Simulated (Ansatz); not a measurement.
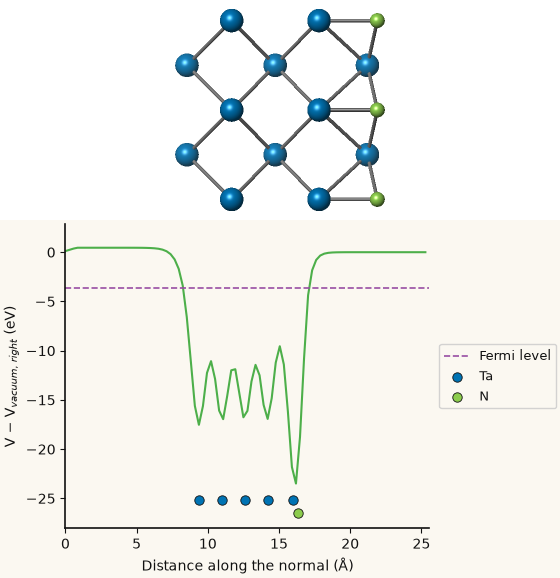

Plane-averaged electrostatic potential energy of an electron across the slab; circles at the bottom mark the heights of the atoms (positions after relaxation). The structure is drawn too.

Input of the run:

```
crystal:
  lattice:
    - [3.2805195246, 0.0, 0.0]
    - [0.0, 3.2805195246, 0.0]
    - [0.0, 0.0, 25.5610390493]
  atoms:
    - { symbol: Ta, position: [0.5, 0.5, 0.3325373427] }
    - { symbol: Ta, position: [0.0, 0.0, 0.3967076512] }
    - { symbol: Ta, position: [0.5, 0.5, 0.4611411122] }
    - { symbol: Ta, position: [0.0, 0.0, 0.5263369554] }
    - { symbol: Ta, position: [0.5, 0.5, 0.5815099114] }
    - { symbol: "N", position: [0.0, 0.0, 0.6206319517] }
basis:
  ecutwfc: 420
kpoints:
  mp_grid: { grid: [9, 9, 1] }
hamiltonian:
  xc: pbesol
scf:
  occupations: { method: gaussian, width: 0.1 }
output:
  forces: true
  eigenvalues: true
  write_density: true
  write_potential: true
  elf: true
  volumetric_format: npy
relax:
  adjacent_minimum: "off"
  f_tol: 0.03
  max_steps: 70
  constraints: [{ sites: [0, 1] }]
efield:
  axis: 3
  dipole_correction: true
  ramp_width: 0.04
```

Run as:
```bash
ansatz run input.yaml --threads 1 --pin off --max-ram 2560MiB --backend cpu --events-out ev --progress --plain --runs-dir out
```

**Read off the work function of each face.**

The work function is 3.63 eV at the right face and 4.09 eV at the left.

**How thick are slab and vacuum?**

The outermost atoms are 7.0 Å apart, which leaves 18.6 Å of vacuum in a cell 25.6 Å high.

Spin-orbit coupling is left out, which matters for Ta.
